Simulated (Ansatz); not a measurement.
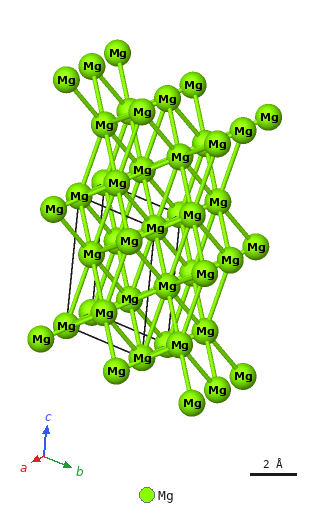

This is the input geometry for a relaxation of crystalline Mg (set up in I4/mmm). Style: ball-and-stick. Shown: the cell of the calculation, repeated 2 × 2 × 2 with one cell outlined, slightly off an axis.

Case: 0 of 3 Mg sites taken by Ba, cell and atoms relaxed.

Level of theory: DFT PBE, scalar-relativistic, plane waves, PAW (Ansatz 0.2.0).

The input:
```yaml
crystal:
  lattice:
    - [3.6711586697, 0.0, 0.0]
    - [0.0, 3.6711586697, 0.0]
    - [-1.8355793348, -1.8355793348, 5.1147428386]
  atoms:
    - { symbol: Mg, position: [0.0, 0.0, 0.0] }
    - { symbol: Mg, position: [0.3333333333, 0.3333333333, 0.6666666667] }
    - { symbol: Mg, position: [0.6666666667, 0.6666666667, 0.3333333333] }
basis:
  ecutwfc: 420
kpoints:
  mp_grid: { grid: [10, 10, 10] }
hamiltonian:
  xc: pbe
scf:
  occupations: { method: gaussian, width: 0.1 }
output:
  forces: true
  stress: true
  eigenvalues: true
relax:
  adjacent_minimum: "off"
  f_tol: 0.015
  max_steps: 60
  cell: { stress_tol: 0.15 }
```

Launched with:
```bash
ansatz run input.yaml --threads 1 --pin off --max-ram 2560MiB --backend cpu --events-out ev --progress --plain --runs-dir out
```

Predict the outcome.

Answer. The energy falls by 6.5 meV per atom in 7 accepted moves (8 points after the start). All forces vanish by symmetry, so only the cell relaxes. The pressure goes from 0.03 to 0.09 GPa. The SCF was repeated once at an unchanged geometry on a basis and grid sized afresh for the cell, which shifted the energy by 0.1 meV per atom at most. The atoms keep their places relative to the cell (all moves are under 0.005 Å). Cell: a = b 3.671 → 3.491 Å (−4.9 %), c 5.736 → 6.144 Å (+7.1 %), α 108.7° → 106.5°, β 108.7° → 106.5°. Volume −0.5 %. Among the contacts that change: Mg1–Mg2 3.410 → 3.751 Å, Mg1–Mg2 (another image) 3.106 → 3.100 Å. The space group stays I4/mmm (No. 139). Cost: 37 s on 1 thread of Arm Neoverse V2, with other jobs on the host, peak memory 0.38 GiB.

The end point in the same view:

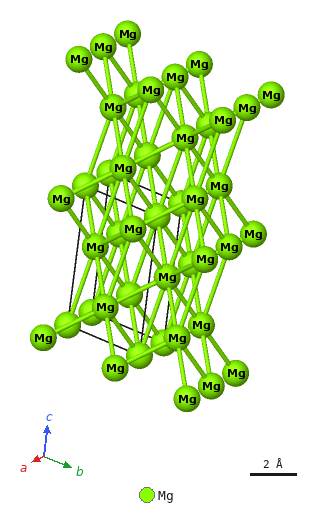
